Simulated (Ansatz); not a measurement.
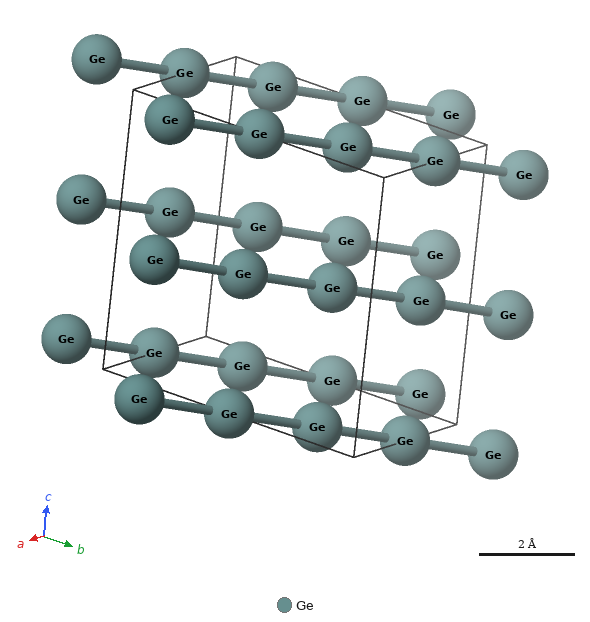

*The input geometry (ball-and-stick view of the reduced cell, seen slightly off an axis; bonded neighbours outside the cell are drawn too). An atom can appear more than once, as a periodic image.*

Near neighbours in the periodic cell (some may lie outside the picture): Ge has 2 Ge at 2.44 to 2.48 Å.

## Ge: single-point calculation

System: Ge (P1, 8 atoms in the cell).
Method: DFT r2SCAN, scalar-relativistic, plane waves, PAW, no spin polarisation (Ansatz 0.2.0).

The structure derives from a Materials Project entry. It belongs to a series of runs on one base structure; here: cell sheared at random, sigma 0.03, atoms nudged by 0.01 A. Figures and captions count atoms from 1; the log counts them from 0 in places.

Log
```
Engine: ansatz 0.2.0, x86_64-unknown-linux-gnu
Pseudopotentials: kind: paw
Pseudopotential: Ge, paw, valence charge 14, recommended cutoff 500 eV (meta_gga), Ge.paw.azcp
Functional definition: r2SCAN
  parameter k0 = 0.174
  parameter k1 = 0.065
  parameter a1 = 4.9479
  exchange = r2scan_x(k0 = k0, k1 = k1, a1 = a1)
  correlation = r2scan_c
Crystal: 8 atoms, lattice volume = 148.984 Å³
Basis set: ecut = 500 eV, 3793 PW (Γ), exchange–correlation on 180×180×180 points (64 copies of the dense FFT grid, shifted against one another)
Bands: 68, of which v1, the nominal top of the filled ones, is band 56 counted from 1 (55 counted from 0)
Symmetry: 1 space group operations
Space group: P1 (ITA 1), of the structure as read, at distance tolerance 5.3e-5 Å
k-points: 260 of 512 (time reversal used)
Non-local potential: Ge, projectors of the file, l = 0: 2, l = 1: 2, l = 2: 3, l = 3: 1
PAW form: soft (Blöchl's): semilocal exchange-correlation on the pseudo side does not see the compensation charge
PAW frozen core: Ge, regenerated for the run's functional (the file was generated under x = pbe(κ = 0.804, μ = 0.2195149727645171), c = pbe(β = 0.06672455060314922))
PAW one-centre angular grid: Ge, 590 points (default); XC on 160 Gauss nodes
Initial density: superposition of atomic densities (neutral atoms: chi_scale 0, normalization atom), corrected by the library's trained network
Initial wavefunctions: pseudopotential atomic-orbital guess
Functional: x = r2scan, c = r2scan; τ floored in thin density (d = 2e-4 eV/Å³)
SCF iter   1: F=—  HF=-34419.099396 eV  |F-HF|=—  |Δ(HF+E_count)|=         —  Δρ=7.17e-3  dr2=2.43e-2  dr2_τ=8.10e-3  ethr=1.77e-3  ⟨swp⟩=5.5  Hψ=60428  notcnv=0  defer=29
preconditioner: auto → Kerker (q_TF=auto, 2.602 Å⁻¹)  [metal: Δε(μ)=0.006 eV  Ē_g=23.411 eV  σ=0.150 eV  W_gap=0.02  n_scr=46 (ndim 8)  ℏωp=32.2 eV  f_vac=0.000  D(μ)=3.04/eV (n_scr^D=16)]
SCF iter   2: F=—  HF=-34419.207807 eV  |F-HF|=—  |Δ(HF+E_count)|=   1.08e-1  Δρ=2.48e-3  dr2=3.97e-3  dr2_τ=9.22e-5  ethr=2.17e-5  ⟨swp⟩=2.0  Hψ=36716  notcnv=0  defer=944
SCF iter   3: F=—  HF=-34419.210031 eV  |F-HF|=—  |Δ(HF+E_count)|=   2.22e-3  Δρ=1.69e-3  dr2=2.09e-3  dr2_τ=2.63e-5  ethr=3.55e-6  ⟨swp⟩=2.0  Hψ=20546  notcnv=0  defer=944
SCF iter   4: F=—  HF=-34419.211479 eV  |F-HF|=—  |Δ(HF+E_count)|=   1.45e-3  Δρ=2.60e-4  dr2=1.12e-4  dr2_τ=8.70e-7  ethr=1.87e-6  ⟨swp⟩=2.0  Hψ=20733  notcnv=0  defer=944
SCF iter   5: F=—  HF=-34419.211555 eV  |F-HF|=—  |Δ(HF+E_count)|=   7.54e-5  Δρ=6.83e-5  dr2=8.02e-6  dr2_τ=5.37e-8  ethr=1.00e-7  ⟨swp⟩=2.0  Hψ=20733  notcnv=0  defer=944
SCF iter   6: F=—  HF=-34419.211567 eV  |F-HF|=—  |Δ(HF+E_count)|=   1.25e-5  Δρ=1.24e-5  dr2=1.62e-7  dr2_τ=1.81e-9  ethr=7.16e-9  ⟨swp⟩=3.0  Hψ=32663  notcnv=0  defer=944
SCF iter   7: F=-34419.211567 eV  HF=-34419.211567 eV  |F-HF|=4.41e-8  |Δ(HF+E_count)|=   4.98e-8  Δρ=6.37e-6  dr2=4.26e-8  dr2_τ=5.00e-10  ethr=8.93e-11  ⟨swp⟩=8.4  Hψ=65478  notcnv=0
SCF 1 converged in 7 iterations: F = -34419.211567 eV  dr2 = 4.26e-8
  greatest PAW one-centre occupation: 0.998 electrons in one spin orbital (limit 2), on the Ge atom at site 6 (counted from 0), in its partial waves of l = 2
```

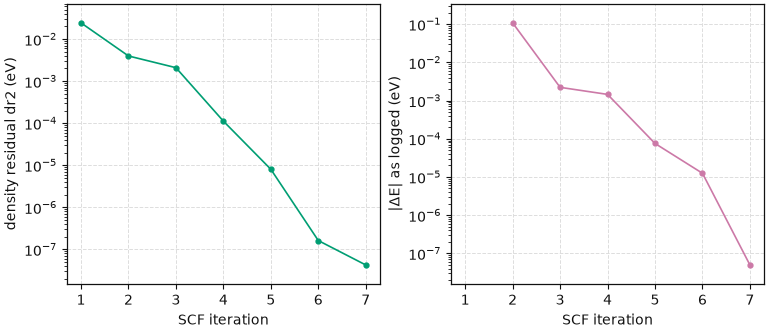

*Convergence of the self-consistent field: density residual dr2 and size of the energy change against the SCF iteration.*

The residual falls at every step.

```
SCF converged after 7 iterations
Free energy (F): -34419.211567 eV
Harris-Foulkes:  -34419.211567 eV  (|F-HF|=4.41e-8)
Internal energy: -34419.177448 eV  (E = F + TS)
E sigma→0 (E₀):  -34419.194507 eV
Entropy (-TS):   -0.034120 eV (-4.265 meV/atom)
Fermi energy:    11.063623 eV
--- Per-component energies (eV) ---
  E_band       = -976.218549
  E_kinetic    = 886.236131
  E_local      = -17288.705035  (includes V_loc(G=0)·N_el)
  E_nonlocal   = 3343.892628
  E_hartree    = 7584.104593
  E_xc         = -553.825148
  E_vxc        = -545.890224  (∫ρ·V_xc dr)
  E_paw        = -16255.052786  (= ΣΔE_a)
  E_vpaw       = -2571.298184  (= ΣTr[D̂ρ^β])
  E_aug_tail   = 0.000124  (compensation charges beyond the density's cutoff)
  E_vtau       = 31.350879  (kinetic-family band-sum trace: ∫τ·v_τ [+ j·A + Jᵃ·Aᵃ] dr)
  E_ewald      = -12127.141828
  E_core_change = -8.686126  (= ΣΔE_core)
  E_smearing   = -0.034120  (= −TS)
  E_closure    = 0.000000  (closes the sum)
  Σ components = -34419.211567   (vs F -34419.211567, Δ=0.00e0)
--- Forces (eV/Å), atoms counted from 1 ---
  atom   1  Ge    -0.00714981    -0.01254865    -0.05363046
  atom   2  Ge     0.00972194     0.00949989    -0.02906239
  atom   3  Ge     0.00670983     0.00023294    -0.23912788
  atom   4  Ge     0.00967440     0.01684897     0.09067457
  atom   5  Ge    -0.01497987    -0.00644716    -0.03141271
  atom   6  Ge     0.00346553     0.02187958    -0.02552002
  atom   7  Ge    -0.01208364     0.00174825     0.20826211
  atom   8  Ge     0.00464082    -0.03121558     0.07981646
  max |Σ_I F_I| component: 1.77e-6 eV/Å
--- Stress (GPa, compression-positive) ---
       -4.488123      -0.099067      -0.976942
       -0.099067      -6.066063      -2.859810
       -0.976942      -2.859809      19.210586
  P = ⅓ Tr σ = 2.8855 GPa (28.855 kbar)
--- Band table (eV; the first three rows and the last of 260) ---
  k-point 0: bands = ["-14.6135", "-14.5841", "-14.4392", "-14.4026", "-14.4022", "-14.4007", "-14.3997", "-14.3983", "-14.3955", "-14.3837", "-14.3773", "-14.3684", "-14.3669", "-14.3561", "-14.3554", "-14.3354", "-14.3333", "-14.3319", "-14.3316", "-14.3284", "-14.3087", "-14.3032", "-14.3024", "-14.3013", "-14.2971", "-14.2969", "-14.2955", "-14.2931", "-14.2753", "-14.2584", "-14.2559", "-14.2551", "-14.2545", "-14.2537", "-14.2268", "-14.1996", "-14.1882", "-14.1824", "-14.1519", "-14.0763", "-2.9680", "1.0827", "2.8342", "3.2411", "3.2983", "3.3861", "3.4442", "4.7863", "4.8683", "6.5991", "6.6291", "6.6411", "6.6640", "7.3767", "7.6124", "9.6398", "14.9800", "15.0115", "15.0542", "15.0584", "15.3110", "15.3635", "16.1443", "16.2074", "16.3309", "16.3989", "17.1700", "18.3532"]
  k-point 1: bands = ["-14.5958", "-14.5663", "-14.4418", "-14.4403", "-14.4314", "-14.3991", "-14.3948", "-14.3867", "-14.3857", "-14.3848", "-14.3735", "-14.3729", "-14.3716", "-14.3673", "-14.3623", "-14.3602", "-14.3595", "-14.3548", "-14.3485", "-14.3339", "-14.3324", "-14.3301", "-14.2906", "-14.2905", "-14.2748", "-14.2640", "-14.2639", "-14.2628", "-14.2598", "-14.2594", "-14.2587", "-14.2580", "-14.2350", "-14.2076", "-14.2070", "-14.2059", "-14.1950", "-14.1890", "-14.1690", "-14.0947", "-2.8668", "1.1784", "1.9573", "2.5829", "2.7177", "4.1696", "4.3174", "4.9746", "5.8706", "5.8991", "5.9416", "6.0136", "7.4677", "7.4824", "8.9486", "9.5195", "13.9688", "14.1591", "14.3433", "14.6576", "15.1642", "15.6416", "15.8092", "16.1576", "17.2696", "18.0235", "18.0349", "18.4603"]
  k-point 2: bands = ["-14.5460", "-14.5189", "-14.5059", "-14.5042", "-14.4100", "-14.4068", "-14.4057", "-14.3919", "-14.3917", "-14.3892", "-14.3815", "-14.3805", "-14.3798", "-14.3794", "-14.3732", "-14.3613", "-14.3586", "-14.3524", "-14.3501", "-14.3410", "-14.3359", "-14.3294", "-14.2731", "-14.2664", "-14.2663", "-14.2608", "-14.2584", "-14.2571", "-14.2549", "-14.2544", "-14.2519", "-14.2338", "-14.2299", "-14.2256", "-14.2185", "-14.2146", "-14.2079", "-14.1474", "-14.1321", "-14.1304", "-2.5623", "0.7020", "1.4677", "2.0970", "2.2274", "4.6416", "5.2598", "5.3033", "5.4202", "5.4402", "5.4574", "7.7503", "8.2906", "8.3934", "8.3988", "11.2443", "11.8629", "12.0396", "13.8543", "14.1569", "15.4781", "16.6729", "17.0221", "17.1023", "17.2405", "17.2561", "17.3752", "17.6108"]
  k-point 259: bands = ["-14.5267", "-14.5197", "-14.5037", "-14.4975", "-14.3965", "-14.3929", "-14.3758", "-14.3753", "-14.3734", "-14.3726", "-14.3668", "-14.3656", "-14.3638", "-14.3630", "-14.3618", "-14.3598", "-14.3497", "-14.3480", "-14.3414", "-14.3400", "-14.3257", "-14.3212", "-14.3092", "-14.3057", "-14.3051", "-14.3036", "-14.2930", "-14.2914", "-14.2490", "-14.2485", "-14.2384", "-14.2367", "-14.2313", "-14.2293", "-14.2240", "-14.2225", "-14.1794", "-14.1784", "-14.1475", "-14.1451", "-1.1900", "-1.1132", "1.4197", "1.4699", "2.3127", "2.3315", "4.3663", "4.3821", "7.6587", "7.7030", "8.7337", "8.7636", "9.9084", "9.9773", "10.4528", "10.4721", "11.4955", "11.5594", "12.3946", "12.4067", "13.1653", "13.2023", "14.3005", "14.3698", "15.5977", "15.6284", "18.1404", "18.1971"]
```

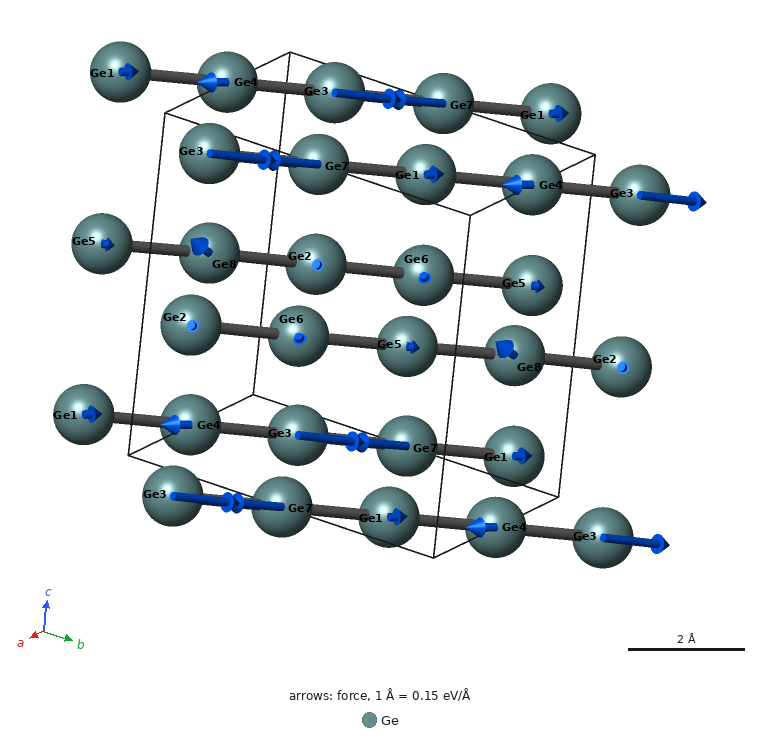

*Forces on the atoms as blue arrows (ball-and-stick view of the reduced cell, seen slightly off an axis; bonded neighbours outside the cell are drawn too; atoms are numbered from 1 in the order of the input).*

The largest act on Ge3 (0.24 eV/Å); Ge7 (0.21 eV/Å); Ge4 (0.09 eV/Å); Ge8 (0.09 eV/Å). The geometry is not a stationary point of this energy.

The run was set up as follows.

Input file
```yaml
crystal:
  lattice:
    - [5.7499078398, 0.0314069917, 0.0436706311]
    - [2.9038351055, 5.308071269, 0.1655171728]
    - [2.9166197576, 0.1647781828, 4.9221815166]
  atoms:
    - { symbol: Ge, position: [0.2494535096, -0.0011552814, -0.000743537] }
    - { symbol: Ge, position: [0.2509412234, 0.5014009573, 0.0004982174] }
    - { symbol: Ge, position: [0.7494403805, -0.000540868, 0.0024586578] }
    - { symbol: Ge, position: [0.5022273035, 7.49731e-05, 0.4995940153] }
    - { symbol: Ge, position: [0.7470071117, 0.5000576018, 0.0004942965] }
    - { symbol: Ge, position: [0.4986194741, 0.5030558385, 0.5009551195] }
    - { symbol: Ge, position: [-0.0002942021, -0.0007529876, 0.4974744737] }
    - { symbol: Ge, position: [0.0026051993, 0.4978597663, 0.4992687567] }
basis:
  ecutwfc: 500
kpoints:
  mp_grid: { grid: [8, 8, 8] }
hamiltonian:
  xc: r2scan
scf:
  occupations: { method: gaussian, width: 0.15 }
output:
  forces: true
  stress: true
  eigenvalues: true
```

Command:
```bash
ansatz run input.yaml --threads 2 --pin off --max-ram 5120MiB --backend cpu --events-out ev --progress --plain --runs-dir out
```

Key numbers

| quantity | value |
| --- | --- |
| outcome | converged |
| space group (tolerance 0.01 Å) | P1 (1) |
| electrons treated | 112 |
| free energy | −34419.2116 eV |
| Fermi energy | 11.064 eV |
| gap on the k-point mesh | none (metallic) |
| pressure | 2.89 GPa |
| largest force (length of the vector) | 0.239 eV/Å |
| hardware | 2 threads of Intel Xeon (Sapphire Rapids), 32 GiB of memory available, shared host |
| wall time | 1.8 min (CPU time 3.6 min) |
| peak memory | 2.4 GiB |
